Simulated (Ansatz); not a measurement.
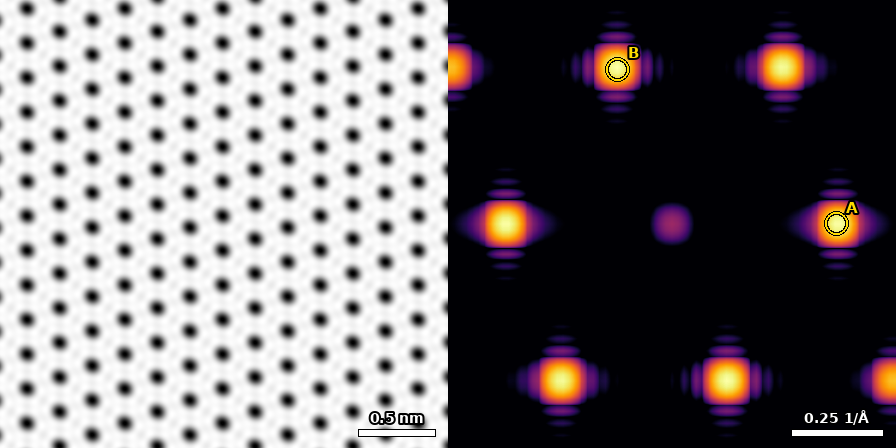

HRTEM-like image of Ru (Fm-3m, No. 225) along [110]. Simulated in the weak-phase-object approximation with neutral-atom potentials: 200 kV, Cs = 20 µm, defocus −85 Å (negative is underfocus), defocus spread 12 Å, aperture 1.14 1/Å. Structure: the input geometry of an electronic-structure calculation (not necessarily at equilibrium); the starting structure was generated, so it need not be a known form of this composition.

The right panel is the modulus of the image's Fourier transform on a logarithmic scale.

a = 3.780 Å, b = 3.780 Å, c = 3.780 Å, α = 90.00°, β = 90.00°, γ = 90.00°

Index the marked spots and give their plane spacings (the zone axis points at the viewer; indices equivalent by symmetry, or all signs reversed, are as good).

A: (1 -1 -1), d = 2.18 Å; B: (-1 1 -1), d = 2.18 Å. A and B enclose 109°, and every spot obeys the zone law hu + kv + lw = 0 for [110].
